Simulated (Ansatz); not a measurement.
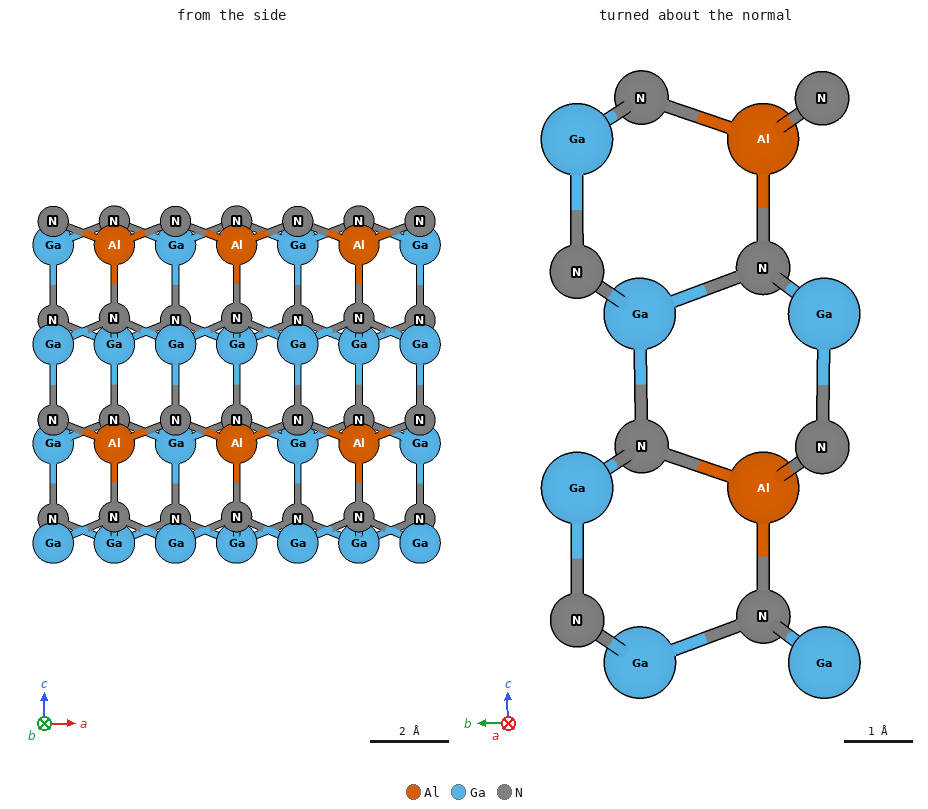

A ball-and-stick picture of a periodic slab, seen from the side and turned about the normal. The surface normal points up in side views; the vacuum is left out. 3×1 cells are drawn in the plane, with atoms at the edges repeated.

The cell holds 2 Al, 6 Ga, 8 N.

Give the termination of both faces.

The top face ends in N, the bottom face in Ga. The faces differ, so the slab can carry a dipole.

How thick is it?

About 8 Å from the lowest to the highest atom.

Name the atomic layers in order from the top face down.

Eight planes: N / AlGa / N / Ga / N / AlGa / N / Ga.

The model was built from a structure listed in the Materials Project. The cell was then strained or its atoms displaced on purpose. Ansatz was used for an electronic-structure calculation on it.

At this level of theory the run's own cell isn't at rest (forces up to 2.1 eV/Å), so its distances can differ from those at equilibrium, the more so the softer the solid.
